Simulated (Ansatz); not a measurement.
## Single-point calculation of Sr$_{2}$V$_{3}$O$_{8}$ (part 2 of 3)

The same run, continued: Sr$_{2}$V$_{3}$O$_{8}$ (slab, 13 atoms in the cell); DFT PBEsol, scalar-relativistic, plane waves, PAW, spin-polarised (Ansatz 0.2.0); cutoff 420 eV, 1×1×1 k-mesh, Gaussian smearing of 0.1 eV, collinear spins. The structure derives from an entry of the Crystallography Open Database. It belongs to a series of runs on one base structure; here: k mesh: [1, 1, 1].

Geometry of the input (Å; fractional positions):
```
3.8103  0.0000  0.0000
0.0000  3.8103  0.0000
0.0000  0.0000  22.6206
V  0.0000  0.0000  0.3316
O  0.5000  0.0000  0.3316
O  0.0000  0.5000  0.3316
Sr 0.5000  0.5000  0.4158
O  0.0000  0.0000  0.4158
V  0.0000  0.0000  0.5000
O  0.5000  0.0000  0.5000
O  0.0000  0.5000  0.5000
Sr 0.5000  0.5000  0.5842
O  0.0000  0.0000  0.5842
V  0.0000  0.0000  0.6684
O  0.5000  0.0000  0.6684
O  0.0000  0.5000  0.6684
```

### What the program printed, continued
```
SCF iter   1: F=—  HF=-20132.952269 eV  |F-HF|=—  |Δ(HF+E_count)|=         —  Δρ=9.24e-2 (↑7.33e-2 ↓9.24e-2)  dr2=9.67e1  dr2_m=1.29e0  M=3.000 μB ∫|m|=3.151 μB  β_m=0.30  ethr=3.10e-3  p=0.000 e·Å  D=1.35e-13 V/Å  ΔV_dip=-0.00 eV  dr2_dipole=8.55e-8  V_vac-E_F(+/−)=10.20/10.20 eV  ⟨swp⟩=12.0  Hψ=706  notcnv=0
Mixer restart at iter 1: flushing history
efield: sawtooth ramp at fractional position 0.9800 (placed from the atoms, in the widest stretch of the axis that holds none; the zero of the levels goes with the place), width 0.0400; the density the first Hamiltonian is built on has a dipole p = 0.000 e·Å; the dipole correction subtracts the counter field D = 1.35e-13 V/Å, which shifts the + side's vacuum level by -0.00 eV against the − side's; the planar-averaged density in the ramp window peaks in size at 1.0e-6 e/Å³
preconditioner: auto → LDOS  [metal: Δε(μ)=0.032 eV  Ē_g=10.501 eV  σ=0.100 eV  W_gap=0.18  n_scr=60 (ndim 8)  ℏωp=18.2 eV  f_vac=0.506  D(μ)=23.60/eV (n_scr^D=236)]
spin=Collinear: LDOS preconditioning applied to the charge; magnetization (m = ρ↑ − ρ↓) channel mixes plain (no charge-response kernel on spin).
SCF iter   2: F=—  HF=-20114.643319 eV  |F-HF|=—  |Δ(HF+E_count)|=    1.83e1  Δρ=5.10e-2 (↑2.63e-2 ↓5.10e-2)  dr2=1.64e1  dr2_m=1.94e0  M=4.057 μB ∫|m|=4.486 μB  β_m=0.30  ethr=3.10e-3  p=-0.000 e·Å  D=-9.12e-5 V/Å  ΔV_dip=0.00 eV  dr2_dipole=2.61e-4  V_vac-E_F(+/−)=8.71/8.71 eV  ⟨swp⟩=4.5  Hψ=383  notcnv=0  defer=9  κ⁻¹=1.0e0(r=1)
preconditioner: auto → Resta (q_TF=auto, 2.263 Å⁻¹)  ε∞=5.0  [insulator: Δε(μ)=0.662 eV  Ē_g=9.069 eV  σ=0.100 eV  W_gap=0.54  n_scr=60 (ndim 8)  ℏωp=18.2 eV  f_vac=0.514  D(μ)=37.23/eV (n_scr^D=508)  ε∞_Penn≈5.0  vacuum switching on, ρ_ref=6.0e-3 e/Å³]
spin=Collinear: Resta preconditioning applied to the charge; magnetization (m = ρ↑ − ρ↓) channel mixes plain (no charge-response kernel on spin).
density mixer auto → broyden: gapped, with many states about μ (density of states about μ 2.62 of a free-electron gas's, 60 screened modes)
SCF iter   3: F=—  HF=-20113.316251 eV  |F-HF|=—  |Δ(HF+E_count)|=    1.33e0  Δρ=4.14e-2 (↑4.11e-2 ↓4.14e-2)  dr2=6.26e0  dr2_m=3.47e0  M=6.372 μB ∫|m|=7.134 μB  β_m=0.30  ethr=3.10e-3  p=-0.003 e·Å  D=-1.50e-3 V/Å  ΔV_dip=0.03 eV  dr2_dipole=1.25e0  V_vac-E_F(+/−)=7.15/7.12 eV  ⟨swp⟩=3.5  Hψ=324  notcnv=0  defer=9  κ⁻¹=1.1e-1(r=2)
SCF iter   4: F=—  HF=-20113.981540 eV  |F-HF|=—  |Δ(HF+E_count)|=   6.65e-1  Δρ=4.93e-2 (↑3.92e-2 ↓4.93e-2)  dr2=7.33e1  dr2_m=2.99e0  M=6.579 μB ∫|m|=7.320 μB  β_m=0.30  ethr=3.10e-3  p=0.072 e·Å  D=3.96e-2 V/Å  ΔV_dip=-0.90 eV  dr2_dipole=3.51e1  V_vac-E_F(+/−)=6.51/7.40 eV  ⟨swp⟩=2.5  Hψ=215  notcnv=0  defer=8  κ⁻¹=2.5e-2(r=3)
SCF iter   5: F=—  HF=-20113.012641 eV  |F-HF|=—  |Δ(HF+E_count)|=   9.69e-1  Δρ=3.81e-2 (↑3.01e-2 ↓3.81e-2)  dr2=2.56e1  dr2_m=1.45e0  M=5.874 μB ∫|m|=6.657 μB  β_m=0.30  ethr=3.10e-3  p=0.008 e·Å  D=4.66e-3 V/Å  ΔV_dip=-0.11 eV  dr2_dipole=2.16e-1  V_vac-E_F(+/−)=7.34/7.44 eV  ⟨swp⟩=2.0  Hψ=181  notcnv=0  defer=8  κ⁻¹=1.5e-2(r=4)
SCF iter   6: F=—  HF=-20112.765758 eV  |F-HF|=—  |Δ(HF+E_count)|=   2.47e-1  Δρ=3.21e-2 (↑2.39e-2 ↓3.21e-2)  dr2=7.63e0  dr2_m=1.83e0  M=6.921 μB ∫|m|=7.797 μB  β_m=0.44  ethr=3.10e-3  p=0.003 e·Å  D=1.87e-3 V/Å  ΔV_dip=-0.04 eV  dr2_dipole=2.38e0  V_vac-E_F(+/−)=7.38/7.43 eV  ⟨swp⟩=2.0  Hψ=159  notcnv=0  defer=9  κ⁻¹=2.1e-3(r=5)
SCF iter   7: F=—  HF=-20112.859432 eV  |F-HF|=—  |Δ(HF+E_count)|=   9.37e-2  Δρ=3.80e-2 (↑1.41e-2 ↓3.80e-2)  dr2=2.61e1  dr2_m=1.42e0  M=7.525 μB ∫|m|=8.539 μB  β_m=1.00  ethr=3.10e-3  p=-0.017 e·Å  D=-9.22e-3 V/Å  ΔV_dip=0.21 eV  dr2_dipole=1.16e1  V_vac-E_F(+/−)=6.97/6.76 eV  ⟨swp⟩=2.0  Hψ=150  notcnv=0  defer=9  κ⁻¹=1.7e-3(r=6)
SCF iter   8: F=—  HF=-20112.688153 eV  |F-HF|=—  |Δ(HF+E_count)|=   1.71e-1  Δρ=1.58e-2 (↑9.66e-3 ↓1.58e-2)  dr2=5.24e0  dr2_m=1.73e-1  M=8.203 μB ∫|m|=9.215 μB  β_m=1.00  ethr=3.10e-3  p=0.010 e·Å  D=5.70e-3 V/Å  ΔV_dip=-0.13 eV  dr2_dipole=1.09e0  V_vac-E_F(+/−)=6.43/6.55 eV  ⟨swp⟩=2.0  Hψ=169  notcnv=0  defer=8  κ⁻¹=1.1e-3(r=7)
SCF iter   9: F=—  HF=-20112.800105 eV  |F-HF|=—  |Δ(HF+E_count)|=   1.12e-1  Δρ=3.63e-2 (↑5.32e-3 ↓3.63e-2)  dr2=2.34e1  dr2_m=1.18e0  M=7.687 μB ∫|m|=8.884 μB  β_m=1.00  ethr=3.10e-3  p=0.026 e·Å  D=1.43e-2 V/Å  ΔV_dip=-0.32 eV  dr2_dipole=1.09e1  V_vac-E_F(+/−)=6.18/6.50 eV  ⟨swp⟩=2.0  Hψ=149  notcnv=0  defer=8  κ⁻¹=1.2e-4(r=8)
SCF iter  10: F=—  HF=-20112.775399 eV  |F-HF|=—  |Δ(HF+E_count)|=   2.47e-2  Δρ=2.15e-2 (↑3.65e-3 ↓2.15e-2)  dr2=1.00e1  dr2_m=3.37e-1  M=7.777 μB ∫|m|=9.000 μB  β_m=1.00  ethr=3.10e-3  p=0.007 e·Å  D=3.73e-3 V/Å  ΔV_dip=-0.08 eV  dr2_dipole=4.47e0  V_vac-E_F(+/−)=6.20/6.28 eV  ⟨swp⟩=1.5  Hψ=157  notcnv=0  defer=8  κ⁻¹=9.3e-5(r=8)
SCF iter  11: F=—  HF=-20112.754867 eV  |F-HF|=—  |Δ(HF+E_count)|=   2.05e-2  Δρ=1.95e-2 (↑5.33e-3 ↓1.95e-2)  dr2=5.83e0  dr2_m=3.73e-1  M=7.886 μB ∫|m|=9.126 μB  β_m=1.00  ethr=3.10e-3  p=-0.014 e·Å  D=-7.47e-3 V/Å  ΔV_dip=0.17 eV  dr2_dipole=2.31e0  V_vac-E_F(+/−)=6.16/5.99 eV  ⟨swp⟩=2.0  Hψ=165  notcnv=0  defer=8  κ⁻¹=2.1e-5(r=8)
SCF iter  12: F=—  HF=-20112.742217 eV  |F-HF|=—  |Δ(HF+E_count)|=   1.26e-2  Δρ=5.62e-3 (↑2.40e-3 ↓5.62e-3)  dr2=5.72e-1  dr2_m=2.91e-2  M=7.416 μB ∫|m|=8.812 μB  β_m=1.00  ethr=3.10e-3  p=-0.003 e·Å  D=-1.49e-3 V/Å  ΔV_dip=0.03 eV  dr2_dipole=1.86e-1  V_vac-E_F(+/−)=5.98/5.95 eV  ⟨swp⟩=2.0  Hψ=157  notcnv=0  defer=8  κ⁻¹=1.1e-5(r=8)
SCF iter  13: F=—  HF=-20112.747474 eV  |F-HF|=—  |Δ(HF+E_count)|=   5.26e-3  Δρ=9.10e-3 (↑2.95e-3 ↓9.10e-3)  dr2=1.79e0  dr2_m=7.10e-2  M=7.164 μB ∫|m|=8.751 μB  β_m=1.00  ethr=5.35e-4  p=-0.003 e·Å  D=-1.42e-3 V/Å  ΔV_dip=0.03 eV  dr2_dipole=8.69e-1  V_vac-E_F(+/−)=5.91/5.87 eV  ⟨swp⟩=1.5  Hψ=137  notcnv=0  defer=8  κ⁻¹=1.3e-5(r=8)
SCF iter  14: F=—  HF=-20112.749970 eV  |F-HF|=—  |Δ(HF+E_count)|=   2.50e-3  Δρ=6.81e-3 (↑3.13e-3 ↓6.81e-3)  dr2=1.09e0  dr2_m=4.00e-2  M=7.092 μB ∫|m|=8.805 μB  β_m=1.00  ethr=5.35e-4  p=-0.001 e·Å  D=-6.72e-4 V/Å  ΔV_dip=0.02 eV  dr2_dipole=4.87e-1  V_vac-E_F(+/−)=5.87/5.86 eV  ⟨swp⟩=1.0  Hψ=145  notcnv=0  defer=8  κ⁻¹=7.9e-7(r=8)
SCF iter  15: F=—  HF=-20112.751914 eV  |F-HF|=—  |Δ(HF+E_count)|=   1.94e-3  Δρ=5.16e-3 (↑1.31e-3 ↓5.16e-3)  dr2=5.52e-1  dr2_m=2.14e-2  M=7.055 μB ∫|m|=8.995 μB  β_m=1.00  ethr=5.35e-4  p=-0.001 e·Å  D=-7.80e-4 V/Å  ΔV_dip=0.02 eV  dr2_dipole=2.66e-1  V_vac-E_F(+/−)=5.81/5.80 eV  ⟨swp⟩=1.0  Hψ=134  notcnv=0  defer=8  κ⁻¹=8.0e-7(r=8)
SCF iter  16: F=—  HF=-20112.753033 eV  |F-HF|=—  |Δ(HF+E_count)|=   1.12e-3  Δρ=1.00e-3 (↑9.16e-4 ↓1.00e-3)  dr2=7.22e-3  dr2_m=1.48e-3  M=7.084 μB ∫|m|=9.015 μB  β_m=1.00  ethr=5.16e-4  p=0.000 e·Å  D=1.10e-4 V/Å  ΔV_dip=-0.00 eV  dr2_dipole=6.20e-4  V_vac-E_F(+/−)=5.81/5.81 eV  ⟨swp⟩=1.0  Hψ=145  notcnv=0  defer=8  κ⁻¹=5.6e-7(r=8)
SCF iter  17: F=—  HF=-20112.756005 eV  |F-HF|=—  |Δ(HF+E_count)|=         —  Δρ=3.82e-4 (↑3.23e-4 ↓3.82e-4)  dr2=6.60e-4  dr2_m=3.09e-4  M=7.115 μB ∫|m|=9.042 μB  β_m=1.00  ethr=6.75e-6  p=-0.000 e·Å  D=-1.19e-4 V/Å  ΔV_dip=0.00 eV  dr2_dipole=2.55e-5  V_vac-E_F(+/−)=5.79/5.79 eV  ⟨swp⟩=2.0  Hψ=218  notcnv=0  defer=8  κ⁻¹=5.6e-7(r=8)
SCF iter  18: F=—  HF=-20112.756309 eV  |F-HF|=—  |Δ(HF+E_count)|=   3.04e-4  Δρ=3.16e-4 (↑3.16e-4 ↓2.43e-4)  dr2=4.11e-4  dr2_m=1.69e-4  M=7.109 μB ∫|m|=9.057 μB  β_m=1.00  ethr=6.17e-7  p=-0.000 e·Å  D=-5.90e-5 V/Å  ΔV_dip=0.00 eV  dr2_dipole=1.43e-5  V_vac-E_F(+/−)=5.76/5.75 eV  ⟨swp⟩=2.0  Hψ=212  notcnv=0  defer=8  κ⁻¹=1.1e-6(r=8)
SCF iter  19: F=—  HF=-20112.756244 eV  |F-HF|=—  |Δ(HF+E_count)|=   6.52e-5  Δρ=1.76e-4 (↑1.16e-4 ↓1.76e-4)  dr2=2.84e-4  dr2_m=4.38e-5  M=7.114 μB ∫|m|=9.042 μB  β_m=1.00  ethr=3.84e-7  p=-0.000 e·Å  D=-8.42e-5 V/Å  ΔV_dip=0.00 eV  dr2_dipole=1.93e-5  V_vac-E_F(+/−)=5.75/5.75 eV  ⟨swp⟩=2.0  Hψ=209  notcnv=0  defer=8  κ⁻¹=8.7e-7(r=8)
SCF iter  20: F=—  HF=-20112.756373 eV  |F-HF|=—  |Δ(HF+E_count)|=   1.29e-4  Δρ=9.22e-5 (↑9.22e-5 ↓6.41e-5)  dr2=7.28e-5  dr2_m=9.22e-6  M=7.110 μB ∫|m|=9.048 μB  β_m=1.00  ethr=2.66e-7  p=-0.000 e·Å  D=-3.43e-6 V/Å  ΔV_dip=0.00 eV  dr2_dipole=1.06e-6  V_vac-E_F(+/−)=5.73/5.73 eV  ⟨swp⟩=2.0  Hψ=205  notcnv=0  defer=8  κ⁻¹=1.6e-6(r=8)
SCF iter  21: F=—  HF=-20112.756374 eV  |F-HF|=—  |Δ(HF+E_count)|=   9.07e-7  Δρ=8.07e-5 (↑6.93e-5 ↓8.07e-5)  dr2=2.12e-5  dr2_m=1.41e-5  M=7.112 μB ∫|m|=9.048 μB  β_m=1.00  ethr=6.80e-8  p=0.000 e·Å  D=4.66e-5 V/Å  ΔV_dip=-0.00 eV  dr2_dipole=2.46e-6  V_vac-E_F(+/−)=5.72/5.72 eV  ⟨swp⟩=2.0  Hψ=207  notcnv=0  defer=8  κ⁻¹=2.3e-6(r=8)
SCF iter  22: F=—  HF=-20112.756385 eV  |F-HF|=—  |Δ(HF+E_count)|=   1.11e-5  Δρ=4.30e-5 (↑3.10e-5 ↓4.30e-5)  dr2=2.09e-5  dr2_m=1.59e-6  M=7.111 μB ∫|m|=9.050 μB  β_m=1.00  ethr=1.98e-8  p=0.000 e·Å  D=4.93e-5 V/Å  ΔV_dip=-0.00 eV  dr2_dipole=3.41e-6  V_vac-E_F(+/−)=5.71/5.72 eV  ⟨swp⟩=2.0  Hψ=207  notcnv=0  defer=8  κ⁻¹=1.1e-6(r=8)
SCF iter  23: F=—  HF=-20112.756387 eV  |F-HF|=—  |Δ(HF+E_count)|=   1.81e-6  Δρ=3.51e-5 (↑2.21e-5 ↓3.51e-5)  dr2=1.25e-5  dr2_m=1.67e-6  M=7.111 μB ∫|m|=9.050 μB  β_m=1.00  ethr=1.95e-8  p=0.000 e·Å  D=6.09e-5 V/Å  ΔV_dip=-0.00 eV  dr2_dipole=4.63e-6  V_vac-E_F(+/−)=5.71/5.71 eV  ⟨swp⟩=2.0  Hψ=164  notcnv=0  defer=8  κ⁻¹=2.8e-7(r=8)
SCF iter  24: F=—  HF=-20112.756389 eV  |F-HF|=—  |Δ(HF+E_count)|=   1.69e-6  Δρ=2.25e-5 (↑5.19e-6 ↓2.25e-5)  dr2=1.06e-5  dr2_m=3.69e-7  M=7.110 μB ∫|m|=9.051 μB  β_m=1.00  ethr=1.17e-8  p=0.000 e·Å  D=6.29e-5 V/Å  ΔV_dip=-0.00 eV  dr2_dipole=5.28e-6  V_vac-E_F(+/−)=5.71/5.71 eV  ⟨swp⟩=2.0  Hψ=172  notcnv=0  defer=8  κ⁻¹=1.2e-7(r=8)
SCF iter  25: F=—  HF=-20112.756388 eV  |F-HF|=—  |Δ(HF+E_count)|=   1.59e-7  Δρ=2.10e-5 (↑3.94e-6 ↓2.10e-5)  dr2=9.70e-6  dr2_m=3.24e-7  M=7.110 μB ∫|m|=9.051 μB  β_m=1.00  ethr=9.91e-9  p=0.000 e·Å  D=5.53e-5 V/Å  ΔV_dip=-0.00 eV  dr2_dipole=4.82e-6  V_vac-E_F(+/−)=5.71/5.71 eV  ⟨swp⟩=1.0  Hψ=134  notcnv=0  defer=8  κ⁻¹=1.6e-5(r=8)
SCF iter  26: F=—  HF=-20112.756388 eV  |F-HF|=—  |Δ(HF+E_count)|=   7.64e-8  Δρ=1.13e-5 (↑1.13e-5 ↓1.09e-5)  dr2=1.15e-6  dr2_m=1.43e-7  M=7.109 μB ∫|m|=9.050 μB  β_m=1.00  ethr=9.07e-9  p=0.000 e·Å  D=7.51e-6 V/Å  ΔV_dip=-0.00 eV  dr2_dipole=8.09e-10  V_vac-E_F(+/−)=5.71/5.71 eV  ⟨swp⟩=1.0  Hψ=134  notcnv=0  defer=8  κ⁻¹=4.5e-5(r=8)
SCF iter  27: F=—  HF=-20112.756389 eV  |F-HF|=—  |Δ(HF+E_count)|=   3.32e-7  Δρ=6.42e-6 (↑2.81e-6 ↓6.42e-6)  dr2=7.14e-7  dr2_m=2.00e-8  M=7.110 μB ∫|m|=9.051 μB  β_m=1.00  ethr=1.07e-9  p=0.000 e·Å  D=1.23e-5 V/Å  ΔV_dip=-0.00 eV  dr2_dipole=2.61e-7  V_vac-E_F(+/−)=5.71/5.71 eV  ⟨swp⟩=2.0  Hψ=201  notcnv=0  defer=8  κ⁻¹=1.1e-4(r=8)
SCF iter  28: F=—  HF=-20112.756389 eV  |F-HF|=—  |Δ(HF+E_count)|=   2.82e-8  Δρ=2.22e-6 (↑1.98e-6 ↓2.22e-6)  dr2=3.65e-8  dr2_m=2.65e-9  M=7.110 μB ∫|m|=9.051 μB  β_m=1.00  ethr=6.67e-10  p=-0.000 e·Å  D=-3.03e-6 V/Å  ΔV_dip=0.00 eV  dr2_dipole=3.89e-11  V_vac-E_F(+/−)=5.71/5.71 eV  ⟨swp⟩=2.5  Hψ=214  notcnv=0  defer=8  κ⁻¹=2.0e-4(r=8)
SCF iter  29: F=—  HF=-20112.756389 eV  |F-HF|=—  |Δ(HF+E_count)|=   1.56e-8  Δρ=1.53e-6 (↑1.08e-6 ↓1.53e-6)  dr2=2.87e-8  dr2_m=1.50e-9  M=7.110 μB ∫|m|=9.050 μB  β_m=1.00  ethr=3.41e-11  p=-0.000 e·Å  D=-5.13e-6 V/Å  ΔV_dip=0.00 eV  dr2_dipole=1.00e-8  V_vac-E_F(+/−)=5.71/5.71 eV  ⟨swp⟩=2.0  Hψ=209  notcnv=0  defer=8  κ⁻¹=3.2e-4(r=8)
SCF iter  30: F=—  HF=-20112.756389 eV  |F-HF|=—  |Δ(HF+E_count)|=   8.02e-9  Δρ=6.82e-6 (↑1.09e-6 ↓6.82e-6)  dr2=1.06e-6  dr2_m=3.47e-8  M=7.110 μB ∫|m|=9.050 μB  β_m=1.00  ethr=2.68e-11  p=-0.000 e·Å  D=-2.07e-6 V/Å  ΔV_dip=0.00 eV  dr2_dipole=5.35e-7  V_vac-E_F(+/−)=5.71/5.71 eV  ⟨swp⟩=2.0  Hψ=152  notcnv=0  defer=8  κ⁻¹=1.2e-4(r=8)
SCF iter  31: F=-20112.756389 eV  HF=-20112.756389 eV  |F-HF|=1.00e-7  |Δ(HF+E_count)|=  7.60e-10  Δρ=2.02e-6 (↑5.43e-7 ↓2.02e-6)  dr2=7.07e-8  dr2_m=3.10e-9  M=7.110 μB ∫|m|=9.050 μB  ethr=2.68e-11  p=-0.000 e·Å  D=-1.03e-6 V/Å  ΔV_dip=0.00 eV  dr2_dipole=3.33e-8  V_vac-E_F(+/−)=5.71/5.71 eV  ⟨swp⟩=11.5  Hψ=563  notcnv=0
SCF 1 converged in 31 iterations: F = -20112.756389 eV  dr2 = 7.07e-8
  greatest PAW one-centre occupation: 1.000 electrons in one spin orbital (limit 2), on the V atom at site 5 (counted from 0), in its partial waves of l = 0
```

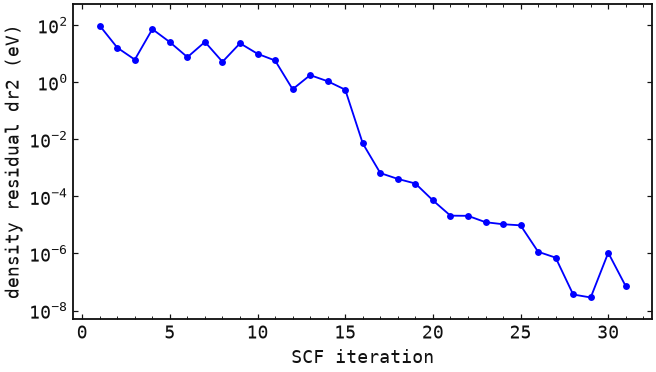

**Figure 1.** Convergence of the self-consistent field: density residual dr2 against the SCF iteration. The residual falls unevenly and jumps up by a factor of two or more 5 times on the way down.

```
this state was not tested for a lower state beside it, because the mixer in use, unlike msr1, does not test its closes by its own steps (another_mixer; see scf.mixing.algorithm and scf.lower_state_search)
SCF converged after 31 iterations
Magnetization: 7.1096 μB (57.0548 up, 49.9452 down)
Absolute magnetization: 9.0474 μB (∫|ρ↑−ρ↓|, with the PAW one-centre terms)
Spin contamination: 0.5393 ħ² per cell (⟨S²⟩ above its minimum at these occupations)
Per-site moments (μB) at R_I (Å): [(1.5034458093913714, 0.7858786580588721), (0.4171891425066578, 0.785878658214375), (0.4171891425066577, 0.785878658214375), (0.0059548621124332745, 1.1114002567163823), (-0.2471158398364307, 0.7858786580588721), (1.3109103774750306, 0.7858786580588726), (-0.20013255899942017, 0.785878658214375), (-0.20013255899941984, 0.785878658214375), (0.005955721627308093, 1.111400256716382), (-0.24711516455346882, 0.7858786580588718), (1.5034537067712814, 0.7858786580588718), (0.41722675941607734, 0.785878658214375), (0.41722675941607706, 0.785878658214375)]
Free energy (F): -20112.756389 eV
Harris-Foulkes:  -20112.756389 eV  (|F-HF|=1.00e-7)
Internal energy: -20112.636247 eV  (E = F + TS)
E sigma→0 (E₀):  -20112.696318 eV
Entropy (-TS):   -0.120142 eV (-9.242 meV/atom)
Fermi energy:    1.391921 eV
Dipole field:    D = 0.000191 V/Å  (p = 0.000346 e·Å, saw-weighted, corrected)
Work function:   Φ+ = 5.7100 eV   Φ− = 5.7143 eV
```
